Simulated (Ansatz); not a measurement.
System: Al₆P₆H (cell charge +1, with a compensating background) (cell with a defect).

Input file:

```
crystal:
  lattice:
    - [-5.5065207324, -2.7532603662, 2.7532603662]
    - [-2.7532603662, 2.7532603662, 5.5065207324]
    - [-5.5065207324, 2.7532603662, -2.7532603662]
  atoms:
    - { symbol: Al, position: [0.1666666667, 0.6666666667, 0.5] }
    - { symbol: Al, position: [0.6666666667, 0.6666666667, 0.0] }
    - { symbol: Al, position: [0.5, 0.0, 0.5] }
    - { symbol: Al, position: [0.0, 0.0, 0.0] }
    - { symbol: Al, position: [0.3333333333, 0.3333333333, 0.0] }
    - { symbol: Al, position: [0.8333333333, 0.3333333333, 0.5] }
    - { symbol: P, position: [0.125, 1.0, 0.625] }
    - { symbol: P, position: [0.625, 1.0, 0.125] }
    - { symbol: P, position: [0.4583333333, 0.3333333333, 0.625] }
    - { symbol: P, position: [0.9583333333, 0.3333333333, 0.125] }
    - { symbol: P, position: [0.2916666667, 0.6666666667, 0.125] }
    - { symbol: P, position: [0.7916666667, 0.6666666667, 0.625] }
    - { symbol: H, position: [0.7014129511, 0.166639167, -0.1597119098] }
total_charge: 1
basis:
  ecutwfc: 420
kpoints:
  mp_grid: { grid: [4, 4, 4] }
hamiltonian:
  xc: pbe
  pseudopotentials: { kind: paw, azcp: { folder: soft_1 } }
scf:
  occupations: { method: gaussian, width: 0.05 }
output:
  forces: true
  stress: true
  eigenvalues: true
  write_density: true
  write_potential: true
  elf: true
  volumetric_format: npy
```

Launched as:

```sh
ansatz run input.yaml --threads 4 --pin off --max-ram 8192MiB --backend cpu --events-out ev --progress --plain --runs-dir out
```

Not relaxed (largest force 0.8 eV/Å); PAW files of the earlier set (soft_1).

Level of theory: Ansatz 0.2.0, DFT PBE, scalar-relativistic, plane waves, PAW.

### What will maps of the valence pseudo-density and electron localisation function show?

Al–H (2.10 Å): the density is about 0.21 e/Å³ at the midpoint; the ELF climbs to about 1 towards the hydrogen.

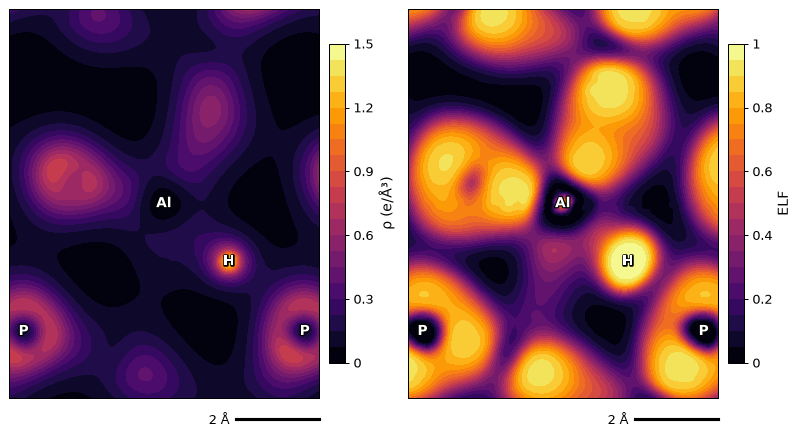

Computed valence pseudo-density and electron localisation function on the (011̄) plane of the calculation cell, in this order. Atoms just off the plane (Al, 0.7 Å away and P, 0.5 Å away) can leave unmarked features too.

The density is the valence pseudo-density of a PAW calculation; it isn't the true density close to the nuclei.
